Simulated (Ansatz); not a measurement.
**Run report: Si16O, molecular dynamics (part 2 of 2)**

The same run, continued: Si16O (defect cell, 17 atoms in the cell); DFT LDA, scalar-relativistic, plane waves, PAW, spin-polarised (Ansatz 0.2.0); cutoff 420 eV, 2×2×2 k-mesh, Fermi–Dirac smearing of 0.05 eV, collinear spins. It belongs to a series of runs on one base structure; here: dynamics from the start.

Geometry of the input (Å; fractional positions):
```
0.0000  5.4300  5.4300
5.4300  0.0000  5.4300
5.4300  5.4300  0.0000
Si -0.0332  0.0119  0.0101
Si 0.1325  0.1058  0.1065
Si -0.0064  0.0527  0.4771
Si 0.1338  0.1057  0.6546
Si -0.0072  0.4762  0.0545
Si 0.1318  0.6557  0.1065
Si -0.0067  0.4764  0.4771
Si 0.0984  0.6343  0.6333
Si 0.5021  -0.0055  -0.0060
Si 0.5938  0.1356  0.1351
Si 0.5033  -0.0061  0.5091
Si 0.6241  0.1341  0.6209
Si 0.5015  0.5095  -0.0057
Si 0.6239  0.6215  0.1331
Si 0.4708  0.5103  0.5090
Si 0.6240  0.6211  0.6212
O  1.0024  0.3323  0.3330
```

Output, continued
```
md step    59: t =    59.00 fs  T =   942.6 K  F+E_penalty+E_count = -10288.14441231 eV  E_kin = 2.071396 eV  (6 SCF iters)
md step    60: t =    60.00 fs  T =   906.8 K  F+E_penalty+E_count = -10288.15297396 eV  E_kin = 1.992546 eV  (6 SCF iters)
md step    61: t =    61.00 fs  T =   824.2 K  F+E_penalty+E_count = -10288.16004474 eV  E_kin = 1.811009 eV  (6 SCF iters)
md step    62: t =    62.00 fs  T =   872.0 K  F+E_penalty+E_count = -10288.16892506 eV  E_kin = 1.916241 eV  (6 SCF iters)
md step    63: t =    63.00 fs  T =   951.6 K  F+E_penalty+E_count = -10288.17691530 eV  E_kin = 2.091061 eV  (7 SCF iters)
md step    64: t =    64.00 fs  T =   943.8 K  F+E_penalty+E_count = -10288.18502170 eV  E_kin = 2.074028 eV  (6 SCF iters)
md step    65: t =    65.00 fs  T =   979.7 K  F+E_penalty+E_count = -10288.19918855 eV  E_kin = 2.152922 eV  (6 SCF iters)
md step    66: t =    66.00 fs  T =   967.4 K  F+E_penalty+E_count = -10288.21277180 eV  E_kin = 2.125753 eV  (6 SCF iters)
md step    67: t =    67.00 fs  T =  1012.2 K  F+E_penalty+E_count = -10288.22675619 eV  E_kin = 2.224215 eV  (6 SCF iters)
md step    68: t =    68.00 fs  T =   915.9 K  F+E_penalty+E_count = -10288.23965309 eV  E_kin = 2.012521 eV  (6 SCF iters)
md step    69: t =    69.00 fs  T =   919.2 K  F+E_penalty+E_count = -10288.24967676 eV  E_kin = 2.019842 eV  (6 SCF iters)
md step    70: t =    70.00 fs  T =   877.6 K  F+E_penalty+E_count = -10288.26435257 eV  E_kin = 1.928541 eV  (7 SCF iters)
md step    71: t =    71.00 fs  T =   970.9 K  F+E_penalty+E_count = -10288.27576570 eV  E_kin = 2.133378 eV  (7 SCF iters)
md step    72: t =    72.00 fs  T =  1035.1 K  F+E_penalty+E_count = -10288.27472422 eV  E_kin = 2.274544 eV  (7 SCF iters)
md step    73: t =    73.00 fs  T =  1008.0 K  F+E_penalty+E_count = -10288.26794102 eV  E_kin = 2.215082 eV  (7 SCF iters)
md step    74: t =    74.00 fs  T =  1049.9 K  F+E_penalty+E_count = -10288.25141432 eV  E_kin = 2.306998 eV  (7 SCF iters)
md step    75: t =    75.00 fs  T =  1054.4 K  F+E_penalty+E_count = -10288.22067303 eV  E_kin = 2.316865 eV  (6 SCF iters)
md step    76: t =    76.00 fs  T =   993.9 K  F+E_penalty+E_count = -10288.18133045 eV  E_kin = 2.184023 eV  (6 SCF iters)
md step    77: t =    77.00 fs  T =  1079.6 K  F+E_penalty+E_count = -10288.13552576 eV  E_kin = 2.372358 eV  (7 SCF iters)
md step    78: t =    78.00 fs  T =  1087.8 K  F+E_penalty+E_count = -10288.07883507 eV  E_kin = 2.390270 eV  (7 SCF iters)
md step    79: t =    79.00 fs  T =  1035.2 K  F+E_penalty+E_count = -10288.01108581 eV  E_kin = 2.274669 eV  (7 SCF iters)
md step    80: t =    80.00 fs  T =   949.8 K  F+E_penalty+E_count = -10287.94032294 eV  E_kin = 2.087066 eV  (7 SCF iters)
md step    81: t =    81.00 fs  T =   873.1 K  F+E_penalty+E_count = -10287.86921498 eV  E_kin = 1.918549 eV  (7 SCF iters)
md step    82: t =    82.00 fs  T =   893.6 K  F+E_penalty+E_count = -10287.80166384 eV  E_kin = 1.963536 eV  (7 SCF iters)
md step    83: t =    83.00 fs  T =   813.1 K  F+E_penalty+E_count = -10287.73818360 eV  E_kin = 1.786705 eV  (7 SCF iters)
preconditioner: auto → Kerker (q_TF=auto, 2.118 Å⁻¹)  [metal: Δε(μ)=0.130 eV  Ē_g=7.790 eV  σ=0.050 eV  W_gap=0.
[...]
SCF iter   1: F=—  HF=-10288.709321 eV  |F-HF|=—  |Δ(HF+E_count)|=         —  Δρ=8.81e-4 (↑8.81e-4 ↓8.81e-4)  dr2=1.19e-2  dr2_m=0.00e0  M=0.000 μB ∫|m|=0.000 μB  β_m=0.30  ethr=1.53e-5  ⟨swp⟩=4.9  Hψ=1818  notcnv=0  defer=1
preconditioner: auto → Kerker (q_TF=auto, 2.118 Å⁻¹)  [metal: Δε(μ)=0.092 eV  Ē_g=7.852 eV  σ=0.050 eV  W_gap=0.43  n_scr=58 (ndim 8)  ℏωp=17.1 eV  f_vac=0.000  D(μ)=2.30/eV (n_scr^D=8)]
spin=Collinear: Kerker preconditioning applied to the charge; magnetization (m = ρ↑ − ρ↓) channel mixes plain (no charge-response kernel on spin).
SCF iter   2: F=—  HF=-10288.707771 eV  |F-HF|=—  |Δ(HF+E_count)|=   1.55e-3  Δρ=5.90e-4 (↑5.90e-4 ↓5.90e-4)  dr2=5.50e-3  dr2_m=0.00e0  M=0.000 μB ∫|m|=0.000 μB  β_m=0.56  ethr=1.53e-5  ⟨swp⟩=1.0  Hψ=416  notcnv=0
SCF iter   3: F=—  HF=-10288.706513 eV  |F-HF|=—  |Δ(HF+E_count)|=   1.26e-3  Δρ=2.37e-4 (↑2.37e-4 ↓2.37e-4)  dr2=7.98e-4  dr2_m=0.00e0  M=0.000 μB ∫|m|=0.000 μB  β_m=0.51  ethr=7.85e-6  ⟨swp⟩=2.2  Hψ=689  notcnv=0
SCF iter   4: F=—  HF=-10288.706338 eV  |F-HF|=—  |Δ(HF+E_count)|=   1.74e-4  Δρ=4.67e-5 (↑4.67e-5 ↓4.67e-5)  dr2=5.66e-5  dr2_m=0.00e0  M=0.000 μB ∫|m|=0.000 μB  β_m=0.76  ethr=1.14e-6  ⟨swp⟩=2.0  Hψ=674  notcnv=0
SCF iter   5: F=—  HF=-10288.706297 eV  |F-HF|=—  |Δ(HF+E_count)|=   4.16e-5  Δρ=1.96e-5 (↑1.96e-5 ↓1.96e-5)  dr2=6.52e-6  dr2_m=0.00e0  M=0.000 μB ∫|m|=0.000 μB  β_m=0.88  ethr=8.08e-8  ⟨swp⟩=2.6  Hψ=624  notcnv=0
SCF iter   6: F=—  HF=-10288.706295 eV  |F-HF|=—  |Δ(HF+E_count)|=   1.46e-6  Δρ=3.65e-6 (↑3.65e-6 ↓3.65e-6)  dr2=4.23e-7  dr2_m=0.00e0  M=0.000 μB ∫|m|=0.000 μB  β_m=0.94  ethr=9.32e-9  ⟨swp⟩=2.0  Hψ=692  notcnv=0
SCF iter   7: F=-10288.706295 eV  HF=-10288.706295 eV  |F-HF|=4.96e-9  |Δ(HF+E_count)|=   7.29e-8  Δρ=7.69e-7 (↑7.69e-7 ↓7.69e-7)  dr2=1.42e-8  dr2_m=0.00e0  M=0.000 μB ∫|m|=0.000 μB  ethr=1.43e-10  ⟨swp⟩=4.0  Hψ=1199  notcnv=0
SCF 151 converged in 7 iterations: F = -10288.706295 eV  dr2 = 1.42e-8
md step   150: t =   150.00 fs  T =  1860.5 K  F+E_penalty+E_count = -10288.70629521 eV  E_kin = 4.088302 eV  (7 SCF iters)
```

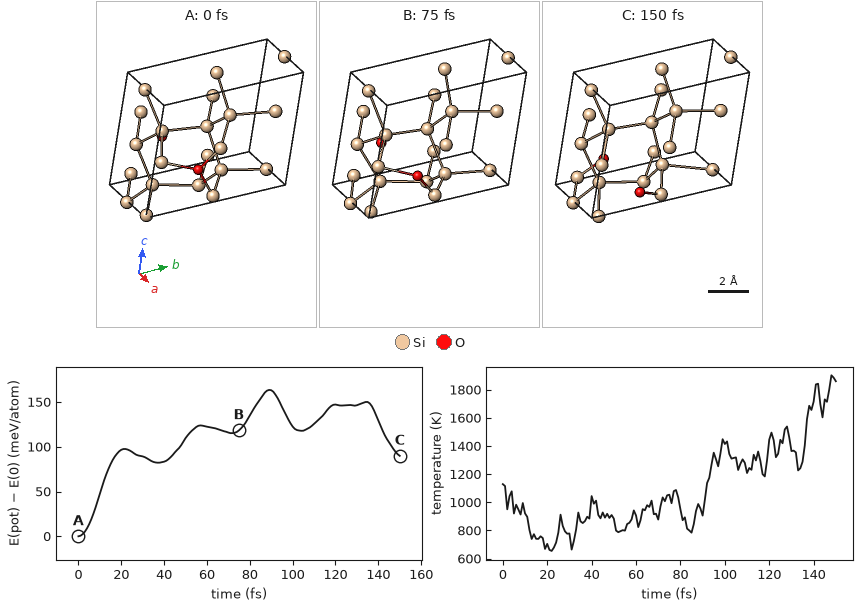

**Figure 1.** Frames of the molecular dynamics (ball-and-stick, reduced simulation cell, seen slightly off an axis) above the curves, on which the letters mark them. The trajectory kept here has 151 frames over 150 fs. The temperature starts at 1129 K, ranges from 655 to 1903 K and averages 1321 K over the second half. The potential energy ends 89.9 meV/atom above its first value. With the common drift removed, the root-mean-square displacement is 0.39 Å, and O17 has moved furthest (1.16 Å).

```
SCF converged after 7 iterations
Magnetization: 0.0000 μB (35.0000 up, 35.0000 down)
Absolute magnetization: 0.0000 μB (∫|ρ↑−ρ↓|)
Spin contamination: 0.0000 ħ² per cell (⟨S²⟩ above its minimum at these occupations)
Per-site moments (μB) at R_I (Å): [(0.0, 0.9344578827033364), (0.0, 0.7219963013500318), (0.0, 0.9308036592242921), (0.0, 0.9243569478947657), (0.0, 0.6972996665410734), (0.0, 0.9581687024680079), (0.0, 0.9345014098253945), (0.0, 0.9308036592242921), (0.0, 0.9116783714182269), (0.0, 0.9343333944596088), (0.0, 0.9243569478947657), (0.0, 0.9355093492931004), (0.0, 0.9017897016145481), (0.0, 0.9017897016145481), (0.0, 0.9397027094121101), (0.0, 0.9398891239968431), (0.0, 0.6972996665410734)]
Free energy (F): -10288.706295 eV
Harris-Foulkes:  -10288.706295 eV  (|F-HF|=4.96e-9)
Internal energy: -10288.687935 eV  (E = F + TS)
E sigma→0 (E₀):  -10288.697115 eV
Entropy (-TS):   -0.018360 eV (-1.080 meV/atom)
Fermi energy:    6.568618 eV
--- Per-component energies (eV) ---
  E_band       = 53.188175
  E_kinetic    = 829.178239
  E_local      = -1062.427879  (includes V_loc(G=0)·N_el)
  E_nonlocal   = 481.876401
  E_hartree    = 368.011445
  E_xc         = -950.705438
  E_vxc        = -848.952589  (∫ρ·V_xc dr)
  E_paw        = -7924.957396  (= ΣΔE_a)
  E_vpaw       = -82.510972  (= ΣTr[D̂ρ^β])
  E_aug_tail   = 0.002564  (compensation charges beyond the density's cutoff)
  E_ewald      = -2031.112085
  E_core_change = 1.446213  (= ΣΔE_core)
  E_smearing   = -0.018360  (= −TS)
  E_closure    = 0.000000  (closes the sum)
  Σ components = -10288.706295   (vs F -10288.706295, Δ=0.00e0)
--- Forces (eV/Å), atoms counted from 1 ---
  atom   1  Si    -0.27406020     2.12354584     0.05839445
  atom   2  Si     1.01501921     0.57850385    -2.17468765
  atom   3  Si     0.98086180    -0.82747957    -0.07731039
  atom   4  Si    -0.66040501    -1.59912931    -1.28819564
  atom   5  Si     1.29193888    -0.03846461     1.71529580
  atom   6  Si     0.74624221    -1.19540444    -0.20168005
  atom   7  Si     1.25941112    -1.84787420    -0.34329050
  atom   8  Si    -0.95271445     1.53827157    -0.52489872
  atom   9  Si    -1.35788507     1.43208638    -0.61681843
  atom  10  Si    -0.27356947     0.63876825    -0.47417161
  atom  11  Si    -0.44232072     0.06141278     0.46142918
  atom  12  Si    -1.20621947     0.74031026     1.43042665
  atom  13  Si    -0.24433986    -1.37571385    -0.55607616
  atom  14  Si     1.12116410     0.46020046     2.06180755
  atom  15  Si     1.28886726     0.85813926     0.35263004
  atom  16  Si    -2.02515221    -0.21087290     0.25197935
  atom  17  O     -0.26685045    -1.33629093    -0.07481073
  max |Σ_I F_I| component: 2.31e-5 eV/Å
--- MD trajectory: 150 steps, t = 0.0 → 150.0 fs ---
  final state: T = 1860.5 K   F+E_penalty+E_count = -10288.70629521 eV   E_kin = 4.088302 eV
```

Trajectory as extended XYZ (Å, eV, eV/Å), 6 of the 151 frames kept, from step=0 to step=150
```
17
Lattice="0.0000 5.4300 5.4300 5.4300 0.0000 5.4300 5.4300 5.4300 0.0000" Properties=species:S:1:pos:R:3:forces:R:3 step=0 time_fs=0.0 energy=-10290.23409 temperature=1129.4
Si    0.1196   -0.1254   -0.1160    0.0152   0.0093  -0.0258
Si    1.1526    1.2977    1.2940   -0.0131  -0.0039   0.0094
Si    2.8768    2.5562    0.2512    0.0001   0.0008  -0.0216
Si    4.1284    4.2812    1.3007    0.0034   0.0047  -0.0003
Si    2.8821    0.2568    2.5467   -0.0234  -0.0106   0.0250
Si    4.1386    1.2941    4.2762   -0.0095  -0.0001   0.0172
Si    5.1773    2.5543    2.5502    0.0195   0.0080   0.0092
Si    6.8827    3.9728    3.9784    0.0016   0.0084  -0.0032
Si   -0.0622    2.6940    2.6968   -0.0064  -0.0053  -0.0031
Si    1.4701    3.9579    3.9608    0.0062   0.0020  -0.0073
Si    2.7310    5.4971    2.6998   -0.0003  -0.0124   0.0016
Si    4.0996    6.7606    4.1169    0.0134   0.0003   0.0217
Si    2.7358    2.6921    5.4898    0.0043  -0.0053   0.0133
Si    4.0971    4.1103    6.7624    0.0094   0.0109  -0.0143
Si    5.5348    5.3198    5.3273    0.0026   0.0168  -0.0100
Si    6.7452    6.7613    6.7607   -0.0178  -0.0002  -0.0189
O     3.6126    7.2508    7.2475   -0.0051  -0.0233   0.0071
17
Lattice="0.0000 5.4300 5.4300 5.4300 0.0000 5.4300 5.4300 5.4300 0.0000" Properties=species:S:1:pos:R:3:forces:R:3 step=30 time_fs=30.0 energy=-10288.71693 temperature=778.9
Si    0.1027   -0.2448   -0.0469    1.4862   1.6521  -0.5174
Si    0.9925    1.2690    1.5286    0.8495  -0.3738  -1.2715
Si    2.7334    2.6428    0.2996   -1.2032  -0.1788   0.2433
Si    4.1411    4.1983    1.2291   -1.0354   0.1275   0.9397
Si    2.9360    0.3826    2.4990   -0.2862  -0.9282  -0.0445
Si    4.2587    1.1720    4.1614    0.2145   0.9397   1.4148
Si    5.3170    2.6558    2.4788    0.0902  -0.6851   0.7346
Si    6.7608    4.0215    4.0136    0.8662  -0.9820  -0.6332
Si   -0.0390    2.7639    2.8762   -0.1621   0.2044   0.7021
Si    1.5951    3.9377    4.1369   -0.0558   0.5605  -1.3981
Si    2.6527    5.4289    2.4750    0.8801   0.1820   2.4940
Si    4.0002    6.9403    4.2653    0.1859  -1.9226  -1.3956
Si    2.8706    2.6433    5.5214    0.7515  -0.5537  -0.0056
Si    4.1973    4.1226    6.8619   -0.8026  -0.1820  -0.2322
Si    5.4874    5.2719    5.3285   -1.0927   1.3834  -0.0022
Si    6.7395    6.7218    6.6455   -0.0131   0.6584  -0.1533
O     3.7005    7.3148    7.4331   -0.6730   0.0983  -0.8748
17
Lattice="0.0000 5.4300 5.4300 5.4300 0.0000 5.4300 5.4300 5.4300 0.0000" Properties=species:S:1:pos:R:3:forces:R:3 step=60 time_fs=60.0 energy=-10288.15297 temperature=906.8
Si    0.2840   -0.2120   -0.1149   -0.4538  -0.6486   1.0648
Si    0.9287    1.2685    1.4936    0.7486   0.1828  -0.2902
Si    2.5005    2.7428    0.2394    1.5515  -1.2986   0.5638
Si    4.0365    4.2553    1.3939    1.0322  -0.4701  -1.3433
Si    2.9413    0.3282    2.5307   -1.1443   1.0278   1.2003
Si    4.3037    1.2133    4.3762    0.3978   0.0761  -1.8298
Si    5.4522    2.6609    2.4759   -0.8580  -0.1859   0.7306
Si    6.8663    3.9358    4.0251   -1.1480   0.7775  -0.5140
Si   -0.0894    2.8022    2.9774   -0.6662  -0.8403  -0.6404
Si    1.7278    3.8611    3.9762   -0.6778  -0.8000   1.5372
Si    2.6679    5.4481    2.7657   -0.0044   1.3506  -1.5326
Si    3.9467    6.6888    4.2008   -0.5823   1.8172   0.5351
Si    3.0405    2.6039    5.6179   -2.5460  -1.3443  -1.5361
Si    3.9527    4.0797    6.8766    1.9931   0.6344   1.5028
Si    5.2687    5.2537    5.3760    1.0859  -0.7334  -0.7842
Si    6.7042    6.6365    6.5324    0.8550   0.4541   1.3388
O     3.4063    7.3125    7.3961    0.4168   0.0006  -0.0026
17
Lattice="0.0000 5.4300 5.4300 5.4300 0.0000 5.4300 5.4300 5.4300 0.0000" Properties=species:S:1:pos:R:3:forces:R:3 step=90 time_fs=90.0 energy=-10287.46017 temperature=905.9
Si    0.2448   -0.1799   -0.1132    0.7572  -1.3340   0.9510
Si    1.1384    1.4000    1.3524   -1.9904  -0.5776  -0.0192
Si    2.6557    2.5060    0.1533    0.3146   2.8125   1.0124
Si    4.0750    4.3384    1.2805   -0.1445  -0.6840   0.6094
Si    2.7409    0.2741    2.5567    0.8614  -0.1843   1.1595
Si    4.4086    1.1905    4.2223   -2.4719  -0.0547   0.1207
Si    5.3180    2.4771    2.6909    0.8433   2.0655  -2.0717
Si    6.8496    3.9985    3.7999    0.0326  -0.3671   0.2042
Si   -0.1859    2.7163    2.7915    1.4556  -1.1409   1.7432
Si    1.6658    3.7923    4.0628   -1.2489   1.5344  -1.2584
Si    2.6838    5.7589    2.7928   -0.0279  -3.6557  -0.7993
Si    3.8937    6.6970    4.3143    3.0199   0.1149  -0.5038
Si    2.8998    2.5464    5.4775    0.6436  -0.2602   0.8406
Si    4.0256    4.0680    6.9990   -0.4200   0.7103  -2.3810
Si    5.4211    5.0891    5.2331   -0.0797   1.0199   1.4928
Si    6.8128    6.6687    6.7036   -1.9054   0.3583  -1.1569
O     3.1116    7.3930    7.3259    0.3605  -0.3573   0.0565
17
Lattice="0.0000 5.4300 5.4300 5.4300 0.0000 5.4300 5.4300 5.4300 0.0000" Properties=species:S:1:pos:R:3:forces:R:3 step=120 time_fs=120.0 energy=-10287.73226 temperature=1445.6
Si    0.1505   -0.3310   -0.0188    0.6840  -0.0924   0.2802
Si    1.1678    1.2318    1.3741   -0.6127   0.5924  -0.0250
Si    2.8270    2.6455    0.3208   -1.9605  -2.3262  -2.1380
Si    3.9479    4.1337    1.2895    2.4154   1.6961   1.8839
Si    2.8130    0.0792    2.6332    0.4414  -0.4661  -0.1254
Si    4.2444    0.9647    4.2072    0.1115   1.4902  -0.8237
Si    5.3302    2.6471    2.6627   -1.1803   0.0421   0.5463
Si    6.9424    3.8704    3.7694    0.3782   0.5058   1.3316
Si   -0.0068    2.5723    2.8486   -1.0345   0.8046  -0.5616
Si    1.5340    3.9792    3.9180   -0.2319  -2.2793   1.5921
Si    2.7565    5.4151    2.8022    0.0533   1.9540  -0.9776
Si    4.1096    6.6835    4.3538    0.2857  -0.0230  -0.6887
Si    2.8606    2.3458    5.3828   -0.8972   2.1404   0.9270
Si    4.1567    4.2021    6.7356    0.3454  -1.8861  -0.5512
Si    5.7900    5.2783    5.3353   -1.9086  -1.5841  -1.0255
Si    6.5321    6.7527    6.7252    3.2330   0.4769   0.8407
O     2.8341    7.2921    7.4443   -0.1222  -1.0453  -0.4848
17
Lattice="0.0000 5.4300 5.4300 5.4300 0.0000 5.4300 5.4300 5.4300 0.0000" Properties=species:S:1:pos:R:3:forces:R:3 step=150 time_fs=150.0 energy=-10288.70629 temperature=1860.5
Si    0.2455   -0.6122    0.0796   -0.2741   2.1235   0.0584
Si    1.0152    1.1767    1.4819    1.0150   0.5785  -2.1747
Si    2.6091    2.6242    0.2179    0.9809  -0.8275  -0.0773
Si    4.0882    4.1491    1.5510   -0.6604  -1.5991  -1.2882
Si    2.9983   -0.1472    2.5151    1.2919  -0.0385   1.7153
Si    4.3044    1.1509    4.2373    0.7462  -1.1954  -0.2017
Si    5.3320    2.8455    2.9242    1.2594  -1.8479  -0.3433
Si    7.1864    3.8041    3.9238   -0.9527   1.5383  -0.5249
Si   -0.0644    2.5921    2.7917   -1.3579   1.4321  -0.6168
Si    1.5928    3.7605    3.9423   -0.2736   0.6388  -0.4742
Si    2.7508    5.4908    2.7480   -0.4423   0.0614   0.4614
Si    4.1953    6.6171    4.1332   -1.2062   0.7403   1.4304
Si    2.8614    2.5625    5.3865   -0.2443  -1.3757  -0.5561
Si    4.1733    3.9766    6.4152    1.1212   0.4602   2.0618
Si    5.6657    5.1955    5.1999    1.2889   0.8581   0.3526
Si    6.9202    6.8122    6.7716   -2.0252  -0.2109   0.2520
O     2.5552    6.8945    7.6924   -0.2668  -1.3363  -0.0748
```

Results in brief

| quantity | value |
| --- | --- |
| outcome | finished |
| mean temperature over the second half | 1321 K |
| trajectory | 150 steps, 150 fs |
| ensemble | nvt_langevin |
| temperature in the input | 1200.0 K |
| time step | 1 fs |
| electrons treated | 70 |
| potential energy (free energy of the electrons) (last step) | −10288.7063 eV |
| Fermi energy (last step) | 6.569 eV |
| net moment of the cell (last step) | 0.00 μB |
| integrated absolute moment (last step) | 0.00 μB |
| largest force (length of the vector) (last step) | 2.469 eV/Å |
| wall time | 14 min |
| peak memory | 0.66 GiB |

Warnings of the run: spin is on but no starting moments are given. The k-point mesh is coarse for a cell of this size, so the results may not be converged. So short a trajectory is not equilibrated. The logged temperature at the start can lie below the typed one, since it is counted over all degrees of freedom.
